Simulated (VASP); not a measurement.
**Ir (slab): density, localisation and related maps**

```
CELL_PARAMETERS angstrom
2.69978 0.00000 0.00000
-1.34989 2.33808 0.00000
0.00000 0.00000 27.46449
ATOMIC_POSITIONS crystal
Ir 0.33333 0.66667 0.38004
Ir 0.00000 0.00000 0.45995
Ir 0.66667 0.33333 0.54005
Ir 0.33333 0.66667 0.61996
```

The calculation used Kohn-Sham DFT of a periodic cell, r2SCAN with rVV10, VASP PAW PBE potentials, recommended (VASP 6.6.1).

In a PAW calculation such maps are meaningful between the atoms, not at the nuclei.

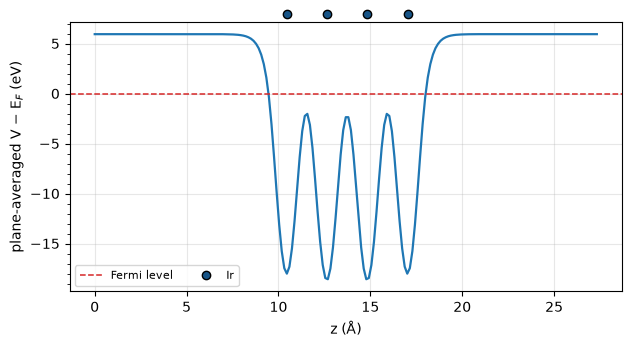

Figure 1. Plane average of the electrostatic potential (local pseudopotential plus Hartree) felt by an electron across the slab. Circles mark the heights of the atoms.

Q: How far above the Fermi level of the calculation is the vacuum level?

A: 5.9 eV.

Q: How thick is the slab, and how wide the vacuum?

A: The outermost nuclei are 6.6 Å apart, in 4 atomic planes; the vacuum between periodic images is 20.9 Å wide.

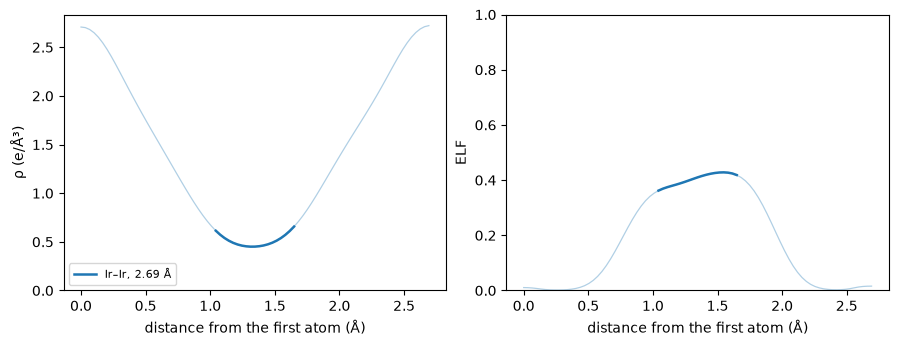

Figure 2. Valence electron density and electron localisation function along straight lines between neighbouring atoms. Thin, pale parts lie inside the atomic spheres.

Q: What can be read from the curves?

A: Ir–Ir (2.69 Å): ρ at the midpoint is about 0.45 e/Å³; the ELF is about 0.40 at the midpoint.
